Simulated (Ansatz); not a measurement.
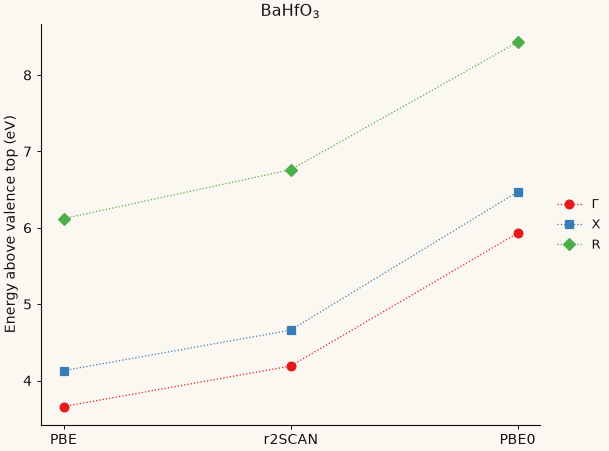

Lowest conduction level at each named k point, counted from the valence-band top at R, by several methods on one cell of cubic perovskite-type BaHfO₃, space group Pm-3m (No. 221), 5 atoms in the cell, relaxed with r2SCAN; cubic a = 4.177 Å. All runs are without spin-orbit coupling and carry no moments.

| method | program | Γ (eV) | X (eV) | R (eV) |
| --- | --- | --- | --- | --- |
| PBE | Ansatz | 3.66 | 4.13 | 6.12 |
| r2SCAN | Ansatz | 4.19 | 4.66 | 6.76 |
| PBE0 | Ansatz | 5.93 | 6.47 | 8.43 |

Estimate the HSE06 values. It was run as: HSE06, Ansatz PAW set, 4×4×4 k mesh, 420 eV cutoff, fixed occupations (Ansatz).

HSE06 screens off the long-range part of PBE0's exact exchange, so it lies between PBE and PBE0, here 0.75 eV under PBE0 at Γ. HSE06 gives 5.18 eV at Γ, 5.71 eV at X and 7.68 eV at R, which is +1.52 eV from PBE at Γ.

Does HSE06 shift these levels rigidly from PBE?

The shifts are +1.52 eV at Γ, +1.58 eV at X and +1.56 eV at R, and at points that aren't plotted +1.72 eV (M): over the named points that both runs hold, a spread of 0.20 eV on a mean of 1.59 eV, so one shift describes them only roughly.

How do the methods rank at Γ?

From low to high: PBE 3.66, r2SCAN 4.19, HSE06 5.18, PBE0 5.93 eV.

Settings. PBE: Ansatz PAW set, 6×6×6 k mesh, 420 eV cutoff, Fermi-Dirac smearing of 0.02 eV (Ansatz 0.2.0). r2SCAN: Ansatz PAW set, 6×6×6 k mesh, 500 eV cutoff, fixed occupations (Ansatz 0.2.0). PBE0: Ansatz PAW set, 4×4×4 k mesh, 420 eV cutoff, fixed occupations (Ansatz).

Spin-orbit coupling is left out, which matters for Hf. The cell was built by a generator and needn't be a form met in nature. r2SCAN, HSE06 and PBE0: the PAW data sets were made with another functional. LDA, GGA and most meta-GGA functionals understate gaps.
